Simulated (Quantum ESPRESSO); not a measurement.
# Energy of Na along an even scaling of the cell

System: Na (Im-3m, 1 atom in the cell).
Method: Kohn-Sham DFT of a periodic cell, PBEsol, PseudoDojo 0.4.1 SR PBEsol standard, no spin polarisation (Quantum ESPRESSO 7.5).

The 7 runs differ only in the geometry, by an even scaling of the cell at fixed fractional positions. The structure derives from an entry of the Crystallography Open Database.

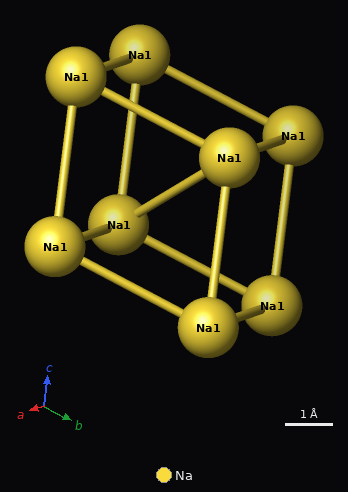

Figure 1. The structure of run 4 (ball-and-stick view of the cell of the calculation, seen slightly off an axis; atoms are numbered from 1 in the order of the input).

### Input of run 4
```
&CONTROL
  calculation = 'scf'
  prefix = 'pwscf'
  outdir = './tmp'
  pseudo_dir = './pseudo'
  tprnfor = .true.
  tstress = .true.
  disk_io = 'nowf'
/
&SYSTEM
  ibrav = 0
  nat = 1
  ntyp = 1
  ecutwfc = 88
  nbnd = 10
  occupations = 'smearing'
  smearing = 'fd'
  degauss = 0.00367493
/
&ELECTRONS
  conv_thr = 2d-10
  electron_maxstep = 120
  mixing_beta = 0.5
/
ATOMIC_SPECIES
Na    22.9898 Na.upf
CELL_PARAMETERS angstrom
  -2.1410000000    2.1410000000    2.1410000000
   2.1410000000   -2.1410000000    2.1410000000
   2.1410000000    2.1410000000   -2.1410000000
ATOMIC_POSITIONS crystal
Na     0.0000000000    0.0000000000    0.0000000000
K_POINTS automatic
9 9 9 0 0 0
```

Command:
```bash
OMP_NUM_THREADS=1 pw.x -in pw.in > pw.out
```

Run 3 differs from it as follows:
```diff
-  -2.1410000000    2.1410000000    2.1410000000
-   2.1410000000   -2.1410000000    2.1410000000
-   2.1410000000    2.1410000000   -2.1410000000
+  -2.1266304395    2.1266304395    2.1266304395
+   2.1266304395   -2.1266304395    2.1266304395
+   2.1266304395    2.1266304395   -2.1266304395
```

### Results, with one run withheld

```tsv
run	volume per atom (Å³)	free energy per atom, from the lowest run given (meV)	pressure (GPa)
1	36.901	0.00	−0.13
2	37.686	1.01	−0.28
3	38.471	?	?
4	39.256	5.05	−0.54
5	40.041	7.96	−0.65
6	40.827	11.39	−0.75
7	41.612	15.29	−0.84
```

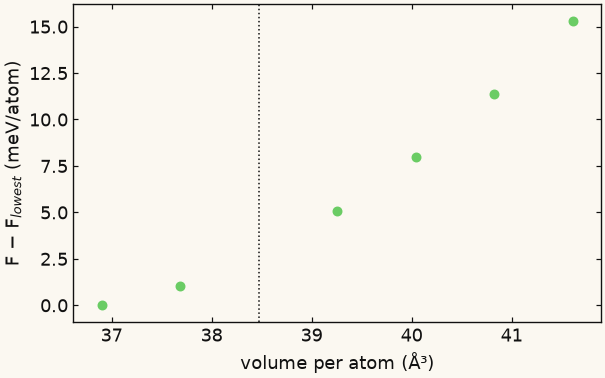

Figure 2. Free energy per atom of the runs given; the dotted line marks run 3.

Estimate the energy of run 3 from the others.

A cubic polynomial in V^(−2/3) (the Birch–Murnaghan form), fitted to the 6 runs given, misses them by under 0.01 meV per atom. With x = V^(−2/3) − 0.08647 Å⁻², it reads F = 5.2944 − 2332.1 x + 2.4775e+05 x² − 6.1413e+05 x³ (meV per atom). At run 3 it gives 2.71 meV per atom, and the run itself gives 2.71. The slope of the fit gives a pressure −dF/dV of −0.41 GPa there, and the run prints −0.42 GPa. The fit has no minimum inside this range.

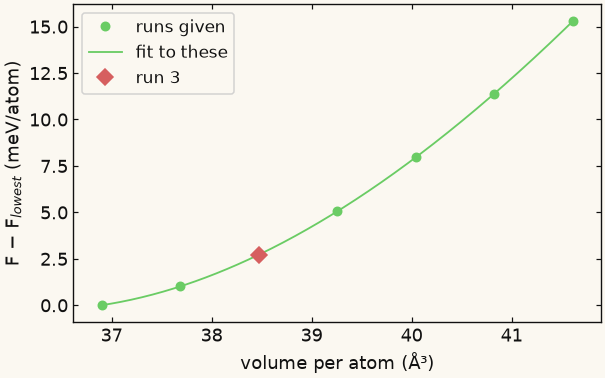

Figure 3. The fit and the withheld run.

### Some lines of the output (run 3)
```
[...]
     unit-cell volume          =     259.6167 (a.u.)^3
     number of k points=    35  Fermi-Dirac smearing, width (Ry)=  0.0037
     total energy              =     -91.26459102 Ry
     total energy              =     -91.26462964 Ry
     total energy              =     -91.26463432 Ry
     total energy              =     -91.26463482 Ry
     total energy              =     -91.26463481 Ry
     the Fermi energy is     1.4905 ev
!    total energy              =     -91.26463482 Ry
     The total energy is F=E-TS. E is the sum of the following terms:
     Computing stress (Cartesian axis) and pressure
          total   stress  (Ry/bohr**3)                   (kbar)     P=       -4.19
```
